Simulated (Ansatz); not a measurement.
**Ge: density, localisation and related maps**

Input file:

```
crystal:
  lattice:
    - [-3.48417028, 3.48417028, 3.48417028]
    - [3.48417028, -3.48417028, 3.48417028]
    - [3.48417028, 3.48417028, -3.48417028]
  atoms:
    - { symbol: Ge, position: [0.5013347334, 0.0068764083, 0.8045659769] }
    - { symbol: Ge, position: [0.7981028883, 0.5054770992, 0.0008101019] }
    - { symbol: Ge, position: [-0.0221625885, 0.777547857, 0.4894021378] }
    - { symbol: Ge, position: [0.7157751897, 0.7050018983, 0.7042571129] }
    - { symbol: Ge, position: [0.5030103488, 0.0031569467, 0.1983717787] }
    - { symbol: Ge, position: [0.2133083479, 0.5079687841, 0.0103533987] }
    - { symbol: Ge, position: [-0.0095195714, 0.2054420152, 0.502861689] }
    - { symbol: Ge, position: [0.3001506518, 0.2885289912, 0.2893778041] }
basis:
  ecutwfc: 500
kpoints:
  mp_grid: { grid: [8, 8, 8] }
hamiltonian:
  xc: r2scan
scf:
  occupations: { method: gaussian, width: 0.15 }
output:
  forces: true
  stress: true
  eigenvalues: true
  write_density: true
  write_potential: true
  elf: true
  volumetric_format: npy
```

Run with:

```sh
ansatz run input.yaml --threads 2 --pin off --max-ram 5120MiB --backend cpu --events-out ev --progress --plain --runs-dir out
```

Below, planes, directions and counts refer to the conventional cell (a = 6.03 Å, b = 6.03 Å, c = 6.03 Å, α = 109.47°, β = 109.47°, γ = 109.47°).

Space group P1; a structure from a database of computed crystals, not necessarily the ambient phase; changed on purpose from its base cell (all atoms moved at random, sigma 0.05 A a component); not relaxed (largest force 1.5 eV/Å).

These are results of Ansatz 0.2.0, DFT r2SCAN, scalar-relativistic, plane waves, PAW, not measurements.

Core electrons are frozen (PAW), and the valence fields are smoothed inside the atomic spheres.

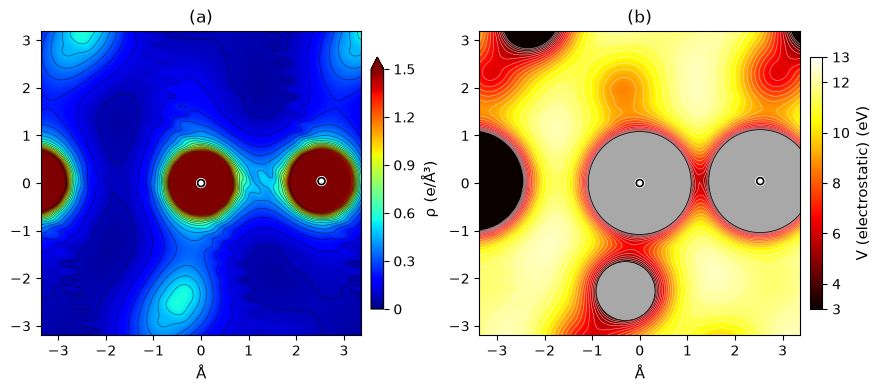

Figure 1. (a) valence charge density (pseudo); (b) electrostatic potential energy of an electron on the (100) plane of the conventional cell. Circles mark the nuclei in the plane (Ge). Grey discs cover the atomic cores in the potential map.

What do the fields say about this system?

Answer.
- The section cuts through Ge sites.
- Atoms just off the plane (Ge, 0.9 Å away) can leave unmarked features too.
- Ge–Ge (2.53 Å): the density is about 0.48 e/Å³ at the midpoint.
- Between the atoms the lowest density in this plane is 0.04 e/Å³.
- Outside the cores the potential energy rises away from the atoms and is highest about 2.1 Å from the nearest atoms; its zero is arbitrary.

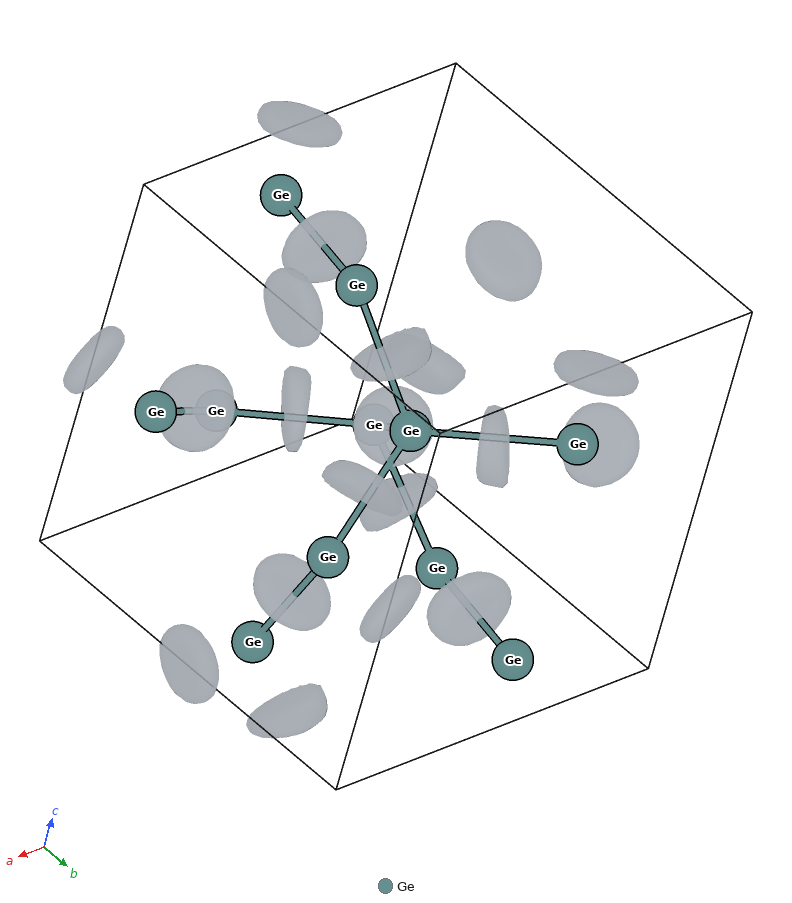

Figure 2. Isosurface of the ELF at 0.65 (grey), seen at an oblique angle. Core shells and regions of very low density are left out. Sticks mark near contacts.

What do the ELF domains correspond to?

Answer. The ELF exceeds this value in 16 regions between bonded Ge–Ge atoms, counted in one cell of 8 atoms. Regions shared between cells count once.


Ge–Ge (2.38 Å): the ELF peaks at about 0.75 between the atoms. Ge–Ge (2.45 Å): the ELF peaks at about 0.75 between the atoms.

Does the calculation make it a metal, or give it a gap?

Answer. It is gapless in this calculation (a metal or semimetal).
